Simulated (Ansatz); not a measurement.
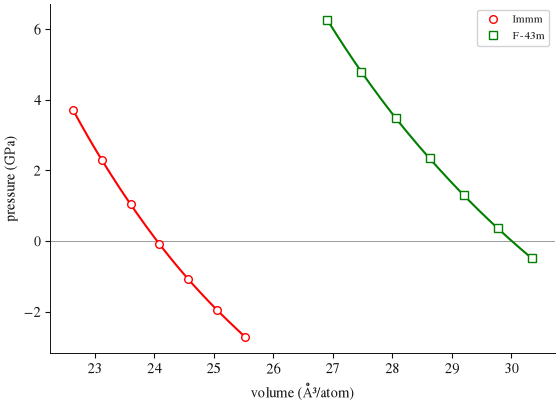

Figure. Pressure against volume, with one curve for each structure, for GaSb.

Settings that differ: Immm: k mesh 10×10×10; F-43m: k mesh 8×8×8.

The fitted equilibrium volumes, smallest first, are Immm 24.048, F-43m 30.008 Å³/atom. The fitted bulk moduli, smallest first, are F-43m 44.3, Immm 52.8 GPa. For Immm, the pressure falls from 3.70 GPa at volume 22.64 Å³/atom to −2.72 GPa at 25.53 Å³/atom, and changes sign near 24.05 Å³/atom. For F-43m, the pressure falls from 6.26 GPa at volume 26.91 Å³/atom to −0.49 GPa at 30.34 Å³/atom, and changes sign near 30.01 Å³/atom.

Computed with Ansatz 0.2.0: all-electron LAPW DFT, no spin polarisation; energies at scaled volumes of the given cell, shape and fractions fixed, counted from the fit's minimum, third-order Birch-Murnaghan fit. Level: PBE.

- occupations: Fermi–Dirac
- smearing width: 0.05 eV
- potentials: all electron LAPW, scalar relativistic

Caveats: shape and atomic fractions are frozen while scaling, which makes layered, chain and framework solids too stiff.
